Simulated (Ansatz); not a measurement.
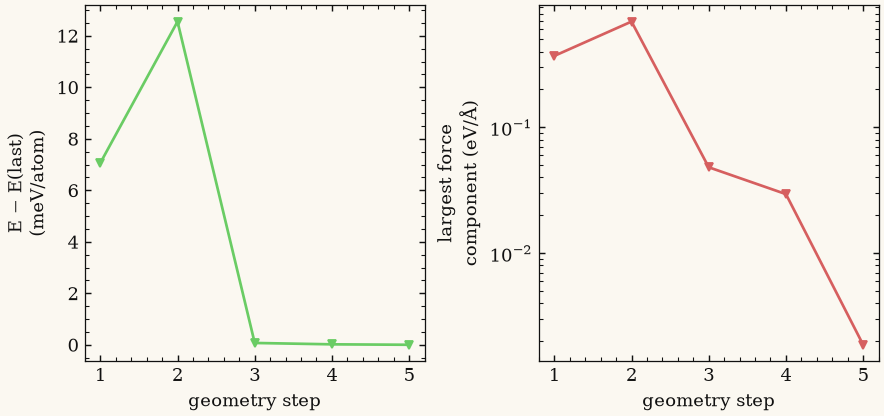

History of a geometry optimisation. Only the atoms move.

```
crystal:
  lattice:
    - [0.0, 5.9597880294, -5.9597880294]
    - [5.9597880294, 5.9597880294, 0.0]
    - [5.9597880294, 0.0, -5.9597880294]
  atoms:
    - { symbol: In, position: [0.5066080664, 0.5066080664, -0.0198241992], spin: 0.2 }
    - { symbol: In, position: [0.5016960873, -0.0005653624, -0.0005653624] }
    - { symbol: In, position: [0.9994346376, 0.5016960873, -0.0005653624] }
    - { symbol: In, position: [0.9994346376, -0.0005653624, -0.0005653624] }
    - { symbol: In, position: [0.5066080664, 0.5066080664, 0.5066080664], spin: 0.2 }
    - { symbol: In, position: [0.5066080664, -0.0198241992, 0.5066080664], spin: 0.2 }
    - { symbol: In, position: [0.9801758008, 0.5066080664, 0.5066080664], spin: 0.2 }
    - { symbol: In, position: [0.9994346376, -0.0005653624, 0.5016960873] }
    - { symbol: In, position: [0.375, 0.375, 0.375], spin: 0.2 }
    - { symbol: P, position: [0.3737862992, 0.8762137008, 0.3737862992] }
    - { symbol: P, position: [0.8762137008, 0.3737862992, 0.3737862992] }
    - { symbol: P, position: [0.8762137008, 0.8762137008, 0.3737862992] }
    - { symbol: P, position: [0.3737862992, 0.3737862992, 0.8762137008] }
    - { symbol: P, position: [0.3737862992, 0.8762137008, 0.8762137008] }
    - { symbol: P, position: [0.8762137008, 0.3737862992, 0.8762137008] }
    - { symbol: P, position: [0.875, 0.875, 0.875] }
  host:
    lattice:
      - [0.0, 2.9798940147, 2.9798940147]
      - [2.9798940147, 0.0, 2.9798940147]
      - [2.9798940147, 2.9798940147, 0.0]
    atoms:
      - { symbol: In, position: [0.0, 0.0, 0.0] }
      - { symbol: P, position: [0.25, 0.25, 0.25] }
total_charge: -1
basis:
  ecutwfc: 420
  xc_grid: 2
  ecutrho_ratio: 8
kpoints:
  mp_grid: { grid: [3, 3, 3], shift: [0.0, 0.0, 0.0] }
hamiltonian:
  xc: pbe
scf:
  occupations: { method: gaussian, width: 0.02 }
  n_extra_bands: 8
output:
  forces: true
  eigenvalues: true
magnetization:
  spin_polarized: true
relax:
  adjacent_minimum: "off"
  f_tol: 0.005
  max_steps: 45
  max_displacement: 0.5
```

Command:
```bash
ansatz run input.yaml --threads 4 --pin off --max-ram 8192MiB --backend cpu --events-out ev --progress --plain --runs-dir out
```

**How did the optimisation end?**

The optimisation met its thresholds at geometry 5, counting the start as the first. The energy fell by about 7.1 meV/atom from the first step to the last. Step 2 went uphill and was rejected by the line search. The largest force component goes from about 0.37 eV/Å at the start to 1.9 × 10⁻³ eV/Å at the end, with a peak of 0.69 eV/Å at step 2.
